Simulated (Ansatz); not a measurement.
## Electronic structure of Hf₄O₃ in real space

The calculation's input:

```
crystal:
  lattice:
    - [4.7531889977, 0.0, 0.0]
    - [0.0, 4.7531889977, 0.0]
    - [0.0, 0.0, 5.0041510132]
  atoms:
    - { symbol: Hf, position: [0.2506257057, 0.2506257057, 0.2517013754] }
    - { symbol: Hf, position: [0.7493742943, 0.7493742943, 0.2517013754] }
    - { symbol: Hf, position: [0.7493742943, 0.2506257057, 0.7482986246] }
    - { symbol: Hf, position: [0.2506257057, 0.7493742943, 0.7482986246] }
    - { symbol: O, position: [0.0, 0.0, 0.0] }
    - { symbol: O, position: [0.0, 0.0, 0.5] }
    - { symbol: O, position: [0.5, 0.5, 0.0] }
basis:
  ecutwfc: 420
kpoints:
  mp_grid: { grid: [6, 6, 6] }
hamiltonian:
  xc: pbe
scf:
  occupations: { method: gaussian, width: 0.1 }
output:
  forces: true
  stress: true
  eigenvalues: true
  write_density: true
  write_potential: true
  elf: true
  volumetric_format: npy
relax:
  adjacent_minimum: "off"
  f_tol: 0.01
  max_steps: 30
  cell: { stress_tol: 0.1, fix: [volume] }
```

Launched as:

```sh
ansatz run input.yaml --threads 1 --pin off --max-ram 2560MiB --backend cpu --events-out ev --progress --plain --runs-dir out
```

Below, planes, directions and counts refer to the conventional cell (a = 4.74 Å, b = 4.74 Å, c = 5.02 Å, α = 90.00°, β = 90.00°, γ = 90.00°).

The fields are those of the relaxed geometry.

Space group P-42m; a structure from a database of computed crystals, not necessarily the ambient phase; a generated structure, not necessarily the stable one; changed on purpose from its base cell (volume × 0.97, shape and atoms relaxed); computed pressure about 5 GPa in this cell.

Computed with DFT PBE, scalar-relativistic, plane waves, PAW (Ansatz 0.2.0).

In a PAW calculation such maps are meaningful between the atoms, not at the nuclei.

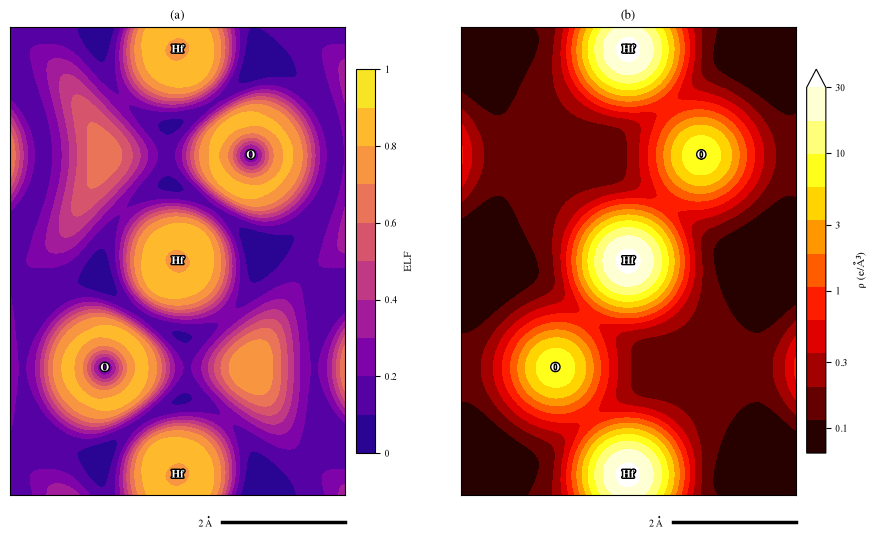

Figure 1. (a) electron localisation function; (b) valence charge density (pseudo) on the (101̄) plane of the conventional cell.

> Read the bonding off the picture.

Atoms in the plane: Hf and O. Hf–O (2.09 Å): ρ is about 0.74 e/Å³ halfway; the ELF peaks at about 0.80 in the valence shell of O, 0.6 Å from its nucleus, and drops to about 0.20 between the two atoms; no shared electron pair shows on this line. Between the atoms the lowest density in this plane is 0.07 e/Å³. The ELF has a maximum of about 0.80 in the space between the atoms, 2.1 Å from eight Hf and O atoms, on no atom or two-centre bond. The features right at Hf lie inside the PAW spheres, where the map follows smoothed inner orbitals and isn't to be read closely.

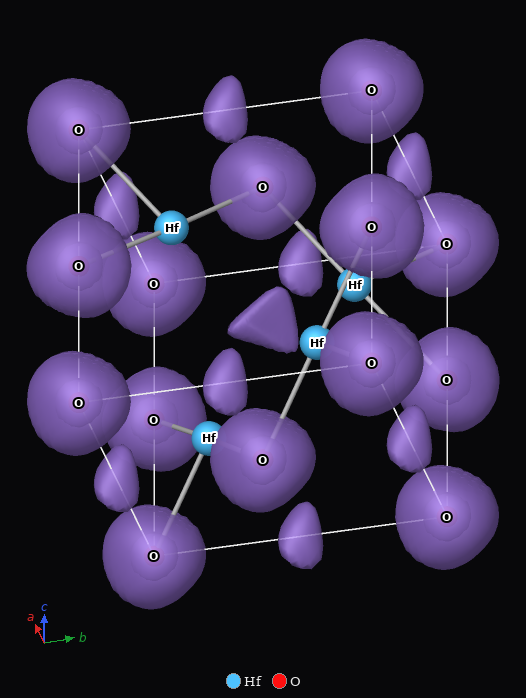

Figure 2. Isosurface of the electron localisation function at 0.7 (purple), seen at an oblique angle. Core shells and regions of very low density are left out. Sticks mark near contacts.

> What do the ELF domains correspond to?

The ELF exceeds this value in three regions wrapped around O (the valence shell of each) and three pockets between the atoms, centred on no nucleus (multi-centre or interstitial), counted in one cell of 7 atoms. Regions shared between cells count once.

> Does the calculation give a band gap?

It is metallic or semimetallic at this level of theory: no gap opens.
